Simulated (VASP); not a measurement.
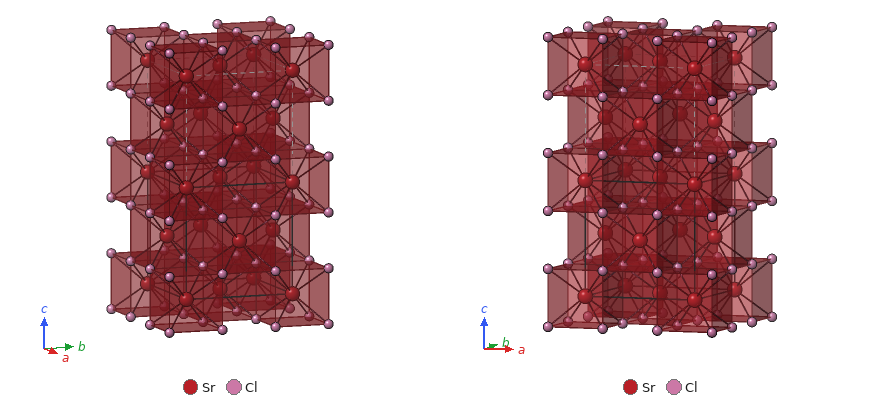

Polyhedra are drawn about Sr (bonds: Cl–Sr below 3.4 Å); other atoms are plain spheres. Two views of the same piece.

The compound is SrCl₂ (space group Fm-3m, No. 225), taken as an entry of the Crystallography Open Database, as set up for an electronic-structure calculation.

Sharing among the drawn polyhedra:

```
site  polyhedron  corner-sharing neighbours  edge-sharing  face-sharing  bond (Å)
  Sr  SrCl8 cube                          0            12             0      3.02
```

They form a three-dimensional framework of edge-sharing cubes.
